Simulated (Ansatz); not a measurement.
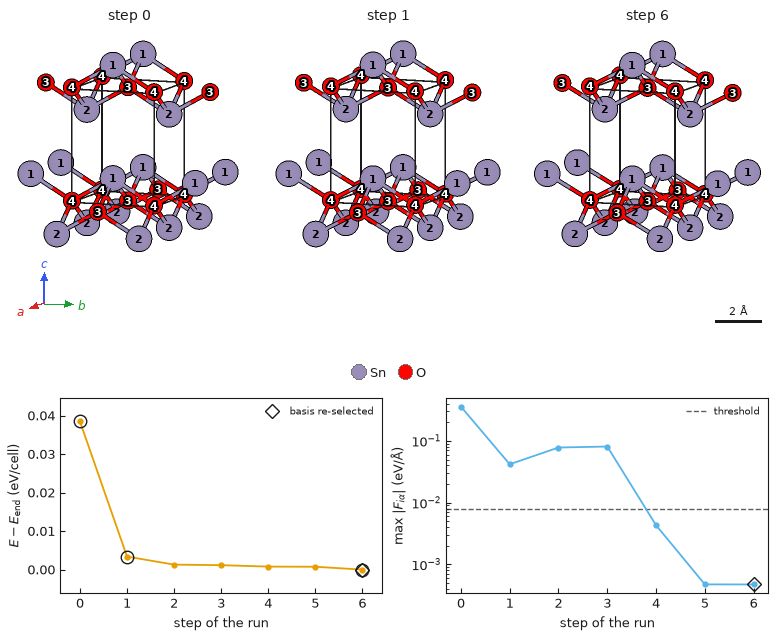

Frames of a relaxation of a crystal of SnO (set up in Pmmn), marked on the history of the run. The picture is a ball-and-stick view of the cell of the calculation, seen slightly off an axis.

Case: uniaxial strain along a of -6.0 %; b, c and atoms relaxed.

Theory: DFT r2SCAN, scalar-relativistic, plane waves, PAW (Ansatz). Set-up: plane-wave cutoff 500 eV; k-point mesh 10 × 10 × 8; occupations gaussian; smearing width 0.01 eV; no spin polarisation; cell relaxed at fixed a, angles; force threshold 0.008 eV/Å; at most 40 steps.

> Describe the path.

After 5 accepted moves (6 points after the start) the energy has fallen by 38.5 meV per cell of the calculation. The largest force component goes from 0.36 to 0.00047 eV/Å. Pressure: 4.36 GPa at the start and 0.46 GPa at the end. At 1 point the geometry stayed and the basis and grid were re-selected for the new cell (energy shift of 0.7 meV per cell of the calculation at most each time). The largest moves relative to the cell, 0.034 Å, are those of O3 and O4. O4 goes along +c. Largest moves by element: O 0.034 Å, Sn 0.008 Å. Cell: a unchanged at 3.579 Å, b 3.865 → 4.003 Å (+3.6 %), c 5.010 → 5.018 Å (+0.2 %). Volume +3.7 %. Some distances before and after: Sn1–O4 2.218 → 2.260 Å, Sn1–O3 2.169 → 2.185 Å. Bond angles that change, for instance: O4–Sn1–O4 121.2° → 124.7°, Sn1–O4–Sn1 121.2° → 124.7°. The space group stays Pmmn (No. 59). From step 0 to 1: O atoms move most (0.03 Å), volume +2.8 %, energy −35.1 meV per cell of the calculation. From step 1 to 6: volume +0.9 %, energy −3.4 meV per cell of the calculation.

```csv
step,"E − E(0), meV/atom","largest force component, eV/Å","pressure, GPa","volume, Å³/atom",note
0,0.00,0.3590,4.36,17.328,
1,-8.77,0.0419,1.29,17.820,
2,-9.29,0.0782,0.64,18.027,
3,-9.33,0.0811,0.19,18.015,
4,-9.42,0.0043,0.44,17.996,
5,-9.43,0.0005,0.46,17.975,
6,-9.62,0.0005,0.46,17.975,"same geometry, new basis"
```

Limits of the set-up: layers or molecules are held without a dispersion correction, so their spacing is unreliable.
